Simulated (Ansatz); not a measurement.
# Calculations on C

## 1. Vibrations

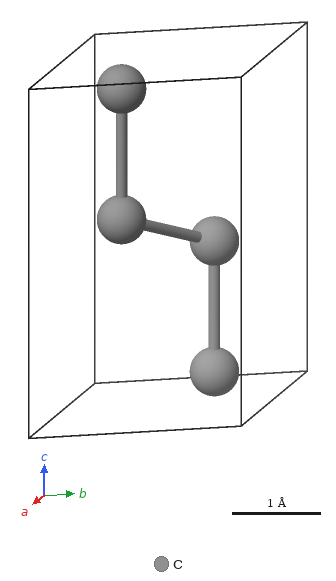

Normal modes of solid C relaxed at 15 GPa, space group P6₃/mmc (No. 194), at the zone centre. Style: ball-and-stick. Shown: the cell of the calculation, slightly off an axis.

Method: DFT PBEsol, scalar-relativistic, plane waves, PAW in Ansatz 0.2.0. Set-up: plane-wave cutoff 420 eV; k-point mesh 12 × 12 × 6; occupations fixed; target pressure 15 GPa; no spin polarisation.

Frequencies are those without the non-analytic (LO–TO) term.

Which optical modes does it have, at what frequencies, and is it stable there?

Answer. The calculation's cell holds 4 atoms, so there are 9 optical modes, in 6 levels. The optical modes span E₂u + B₂u + E₂g + B₁g + A₁g + E₁g. No level is unstable.

```csv
level,symmetry,frequency (cm⁻¹),activity
1,E₂u,526,silent
2,B₂u,1112,silent
3,E₂g,1245,Raman-active
4,B₁g,1265,silent
5,A₁g,1323,Raman-active
6,E₁g,1352,Raman-active
```

The displacement patterns (one member of each degenerate set):

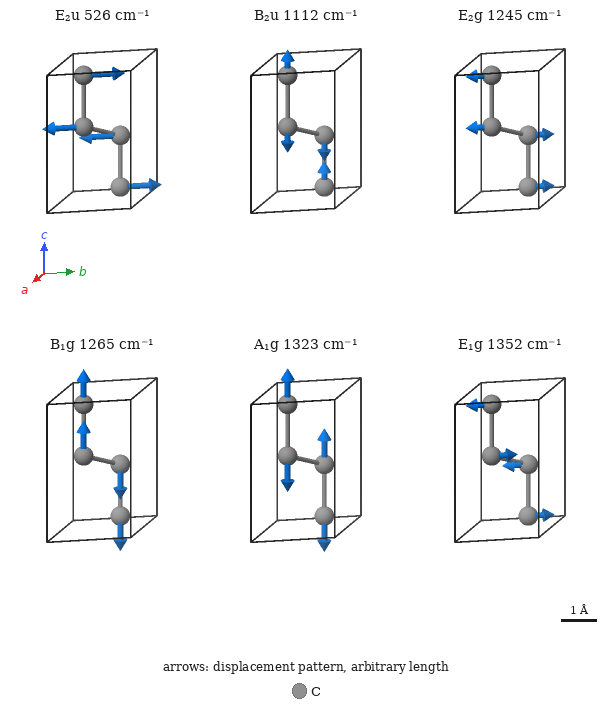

## 2. Vibrations

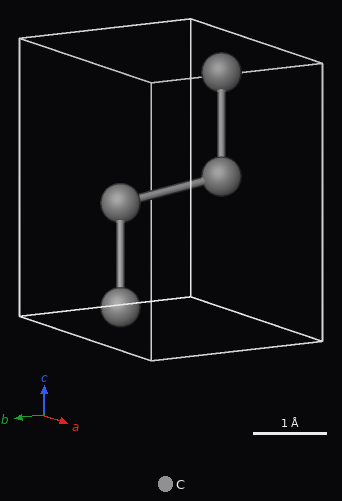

Phonons of a crystal of C relaxed at 8 GPa, at the zone centre. A ball-and-stick model of the cell of the calculation, seen from a free direction.

Method: DFT PBEsol, scalar-relativistic, plane waves, PAW (Ansatz 0.2.0). (plane-wave cutoff 420 eV; k-point mesh 12 × 12 × 6; occupations fixed; target pressure 8 GPa; no spin polarisation)

Frequencies are those without the non-analytic (LO–TO) term.

Give the spectrum at this point.

Answer. The calculation's cell holds 4 atoms, so there are 9 optical modes, in 6 levels. The optical modes span E₂u + B₂u + E₂g + B₁g + A₁g + E₁g. No level is unstable.

```tsv
level	symmetry	frequency (cm⁻¹)	activity
1	E₂u	525	silent
2	B₂u	1089	silent
3	E₂g	1224	Raman-active
4	B₁g	1255	silent
5	A₁g	1304	Raman-active
6	E₁g	1333	Raman-active
```

The modes drawn as arrows (one member of each degenerate set):

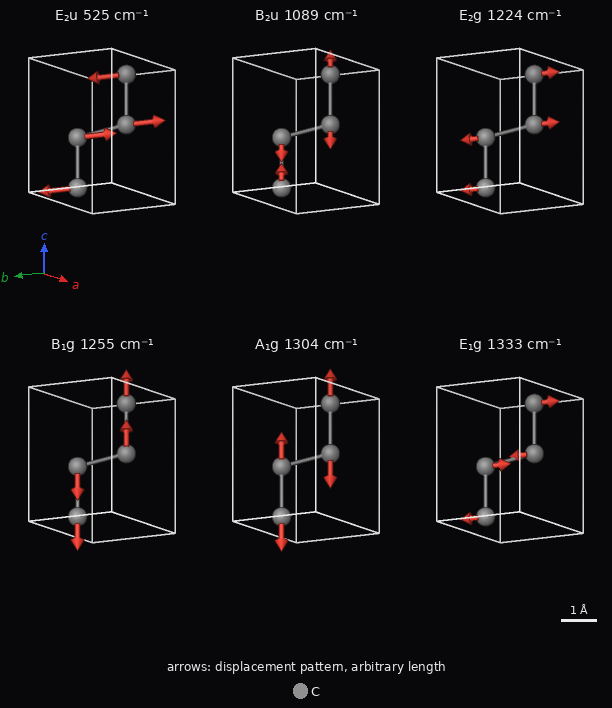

## 3. One mode

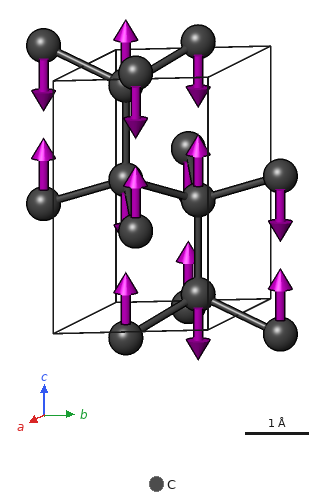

One vibrational mode of a crystal of C relaxed at 3 GPa at the zone centre. Displacements are drawn as purple arrows; their common scale and sign are arbitrary. The picture is a ball-and-stick view of the cell of the calculation, seen slightly off an axis.

The calculation used DFT PBEsol, scalar-relativistic, plane waves, PAW (Ansatz 0.2.0).

Input
```yaml
crystal:
  lattice:
    - [2.4933120102, 0.0, 0.0]
    - [-1.2466560051, 2.1592715404, 0.0]
    - [0.0, 0.0, 4.1518871624]
  atoms:
    - { symbol: C, position: [0.3333333333, 0.6666666667, 0.0628284098] }
    - { symbol: C, position: [0.6666666667, 0.3333333333, 0.5628284098] }
    - { symbol: C, position: [0.3333333333, 0.6666666667, 0.4371715902] }
    - { symbol: C, position: [0.6666666667, 0.3333333333, 0.9371715902] }
basis:
  ecutwfc: 420
kpoints:
  mp_grid: { grid: [12, 12, 6] }
hamiltonian:
  xc: pbesol
scf:
  occupations: { method: fixed }
output:
  eigenvalues: true
phonons:
  method: dfpt
  dielectric: true
  rigid_motions: translations
  eigenvectors: true
```

Command:
```bash
ansatz run input.yaml --threads 1 --pin off --max-ram 3072MiB --backend cpu --events-out ev --progress --plain --runs-dir out
```

Frequencies are those without the non-analytic (LO–TO) term.

Give the symmetry, activity and frequency of this mode.

This is the A₁g mode at 159.9 meV, optical level 5 of 6, counted from below, Raman-active by symmetry. All motion is along c; atoms of one kind move against one another, with no net shift of their sublattice; it stretches the C–C bonds (1.55 Å).
